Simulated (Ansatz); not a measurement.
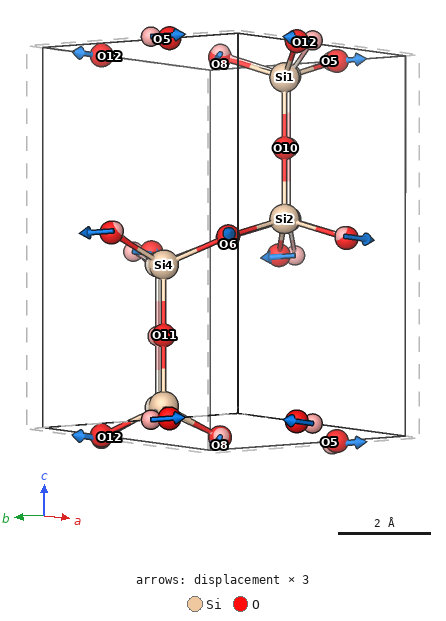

Crystalline SiO2 (set up in P6_322), drawn pale, and a changed version of it, drawn solid. The blue arrows show how the atoms are displaced (without the part that the change of the cell carries along), magnified 3 times. Style: ball-and-stick. Shown: the cell of the calculation, from a free direction.

Method: DFT LDA, scalar-relativistic, plane waves, PAW in Ansatz. (plane-wave cutoff 420 eV; k-point mesh 6 × 6 × 4; occupations gaussian; smearing width 0.02 eV; no spin polarisation)

**What was done to the structure, and with what result?**

The crystal is put under a hydrostatic pressure of 8 GPa. Cell and atoms are relaxed at that pressure. Energy change: +45.5 meV per atom. Pressure: 0.0 GPa before, 8.0 GPa after. The gap on the k-mesh: 5.42 eV before, 5.57 eV after. The drawn cell changes as follows: a = b 5.015 → 4.633 Å (−7.6 %), c 8.539 → 8.474 Å (−0.8 %); the volume changes by −15.3 %. The largest moves relative to the cell, 0.28 Å, are those of O atoms. By element the largest moves are O 0.28 Å, Si 0.01 Å. Some distances before and after: O–Si 1.604 → 1.577 to 1.599 Å. The space group stays P6_322 (No. 182).
